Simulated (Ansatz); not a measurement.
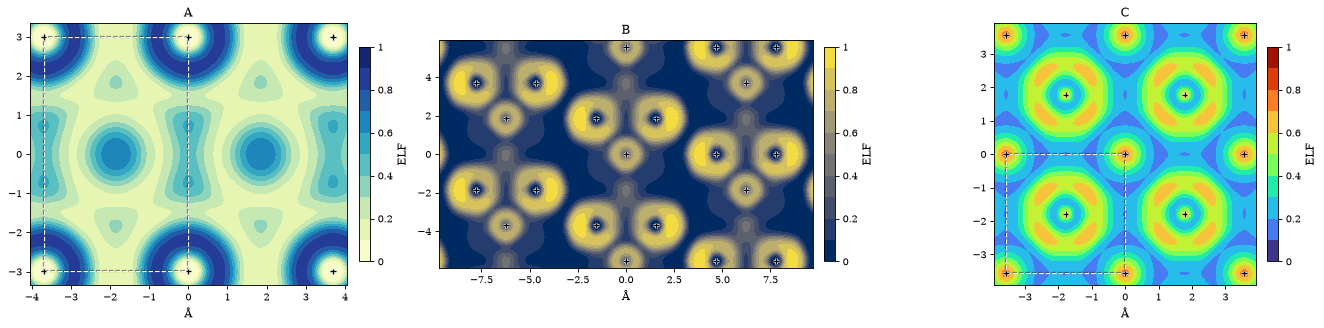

The ELF of 3 systems, each on a plane through atoms (crosses mark nuclei in the plane).

Level of theory: Ansatz, Kohn-Sham DFT of a periodic cell, LDA, Ansatz PAW.

System 1: SiNi₃, the (010) plane of the conventional cell. Space group Pm-3m; computed pressure about −23 GPa in this cell; the program warned that a starting moment wasn't kept; spin-polarised, but the moments vanished.

System 2: La, the (100) plane of the conventional cell. Space group P6₃/mmc.

System 3: MoS₂, the (110) plane of the conventional cell. Space group R3m; not relaxed (largest force 0.6 eV/Å); computed pressure about −8 GPa in this cell.

```cif
data_structure
_symmetry_space_group_name_H-M 'P 1'
_symmetry_Int_Tables_number 1
_cell_length_a 3.2016
_cell_length_b 3.2016
_cell_length_c 18.6928
_cell_angle_alpha 90.000
_cell_angle_beta 90.000
_cell_angle_gamma 120.000
_cell_volume 165.93
loop_
_atom_site_label
_atom_site_type_symbol
_atom_site_fract_x
_atom_site_fract_y
_atom_site_fract_z
_atom_site_occupancy
Mo1 Mo 0.00000 0.00000 0.00000 1
Mo2 Mo 0.66667 0.33333 0.33333 1
Mo3 Mo 0.33333 0.66667 0.66667 1
S1 S 0.33333 0.66667 0.08367 1
S2 S 0.00000 0.00000 0.41700 1
S3 S 0.66667 0.33333 0.75033 1
S4 S 0.00000 0.00000 0.25000 1
S5 S 0.66667 0.33333 0.58333 1
S6 S 0.33333 0.66667 0.91667 1
```

Q: Match each panel to its system.

A: Panel A is system 2, La: the plane holds La. La–La (3.70 Å): the ELF is about 0.15 at the midpoint; no localised pair shows between them. Panel B is system 3, MoS₂: the plane holds Mo and S. Mo–S (2.42 Å): the ELF peaks at about 0.85 in the valence shell of S, 0.8 Å from its nucleus, and is about 0.45 at the midpoint. Panel C is system 1, SiNi₃: the plane holds Ni and Si. Si–Ni (2.52 Å): the ELF peaks at about 0.65 in the valence shell of Si, 0.9 Å from its nucleus, and is about 0.40 at the midpoint.
